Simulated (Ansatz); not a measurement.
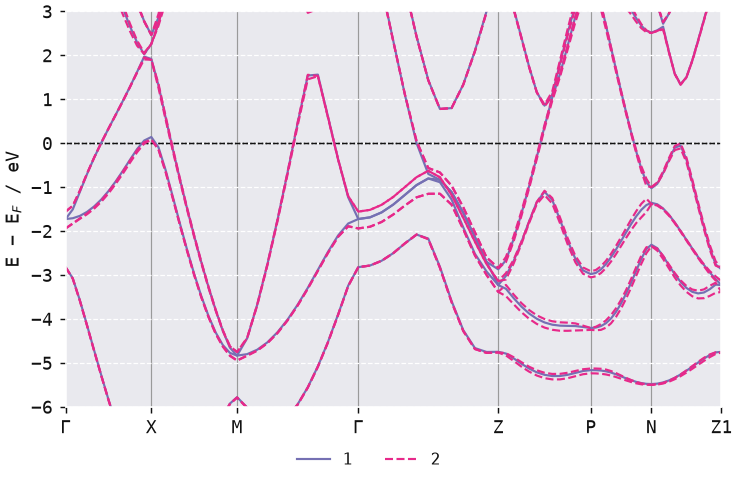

Band structures of GaSb, space group I-4m2, 2 atoms in the primitive cell (a = 5.507 Å, c = 3.181 Å (tetragonal axes)), by two methods on the same cell. Each is counted from its own Fermi level.

Question: Which curve is which? The methods: PBEsol, PBEsol+SOC.

Answer: 1 is PBEsol; 2 is PBEsol+SOC. PBEsol gives a metal and PBEsol+SOC gives a metal. Spin-orbit coupling splits levels that are degenerate without it.

Settings. PBEsol: all-electron LAPW, no spin polarisation, no spin-orbit coupling, 7×7×7 k mesh, Fermi-Dirac smearing of 0.05 eV (Ansatz 0.2.0). PBEsol+SOC: all-electron LAPW, relativistic spinors, spin-orbit coupling, no magnetisation, 7×7×7 k mesh, Fermi-Dirac smearing of 0.05 eV (Ansatz 0.2.0).

In reduced coordinates of the cell that was run, X is (0, 0, 0.5), M is (−0.5, 0.5, 0.5), Z is (0.333, 0.333, −0.333), P is (0.25, 0.25, 0.25), N is (0, 0.5, 0) and Z1 is (−0.333, 0.667, 0.333). The usual form of GaSb is zincblende.
